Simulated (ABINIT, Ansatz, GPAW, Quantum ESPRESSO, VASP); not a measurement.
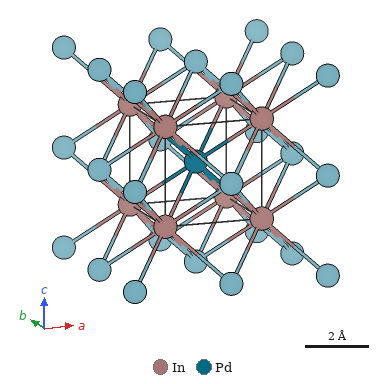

InPd, caesium chloride (CsCl, B2) type, space group Pm-3m (No. 221), a = 3.272 Å, b = 3.272 Å, c = 3.272 Å, α = 90.00°, β = 90.00°, γ = 90.00° (17.51 Å³/atom). The image is a ball-and-stick drawing of a crystal, viewed slightly off an axis. The conventional unit cell is outlined; an atom on or near a face, edge or corner is repeated at each equivalent position. Bonded neighbours in the next cells are drawn too, in fainter colours. The cell is a structure listed in the Materials Project. It needn't be the stable form of this composition.

The cell was scaled uniformly, at fixed shape and fractional positions, in six programs or potential sets. Alike in all runs: functional PBE; k mesh 8 × 8 × 8 on the run's cell of 2 atoms; occupations fermi-dirac, width 0.05 eV; no spin polarisation; no spin-orbit coupling.

Energies from Quantum ESPRESSO (SSSP 1.3 efficiency):

```tsv
volume (Å³/atom)	E − E(lowest point) (meV/atom)
16.462	59.70
16.813	34.27
17.163	16.45
17.513	5.31
17.863	0.06
18.214	0.00
18.564	4.51
```

### Fit a third-order Birch-Murnaghan equation of state to these points.

V0 = 18.04 Å³/atom (a0 = 3.304 Å), B0 = 114 GPa and B0′ = 5.6. V0 lies 3.0 % above the volume of the cell as given.

The same fit in all programs:

| program | V0 (Å³/atom) | a0 (Å) | B0 (GPa) | B0′ |
| --- | --- | --- | --- | --- |
| Quantum ESPRESSO (SSSP 1.3 efficiency) | 18.04 | 3.304 | 114 | 5.6 |
| VASP (PBE potentials, release 64 In_d, Pd) | 18.05 | 3.305 | 115 | 5.5 |
| Ansatz (Ansatz PAW soft_1) | 18.03 | 3.304 | 115 | 5.5 |
| GPAW (PAW data 1.2.1) | 17.99 | 3.301 | 115 | 5.5 |
| Ansatz LAPW (all-electron) | 18.03 | 3.304 | 114 | 5.5 |
| ABINIT (JTH PAW PBE v2.0) | ? | ? | ? | ? |

### Estimate the row of ABINIT (JTH PAW PBE v2.0).

V0 = 18.04 Å³/atom, a0 = 3.304 Å, B0 = 112 GPa and B0′ = 6.0. The other rows span 17.99 to 18.05 Å³/atom and 114 to 115 GPa.

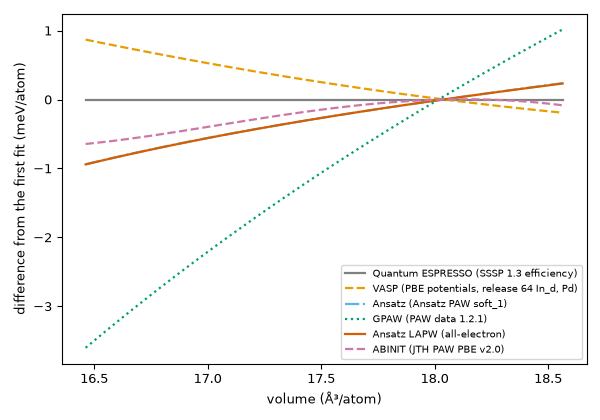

Each fitted curve, counted from its own minimum, less that of Quantum ESPRESSO (SSSP 1.3 efficiency). With one functional throughout, the spread comes from potentials, basis sets and numerical settings; B0′ is uncertain by a few tenths over so narrow a range.
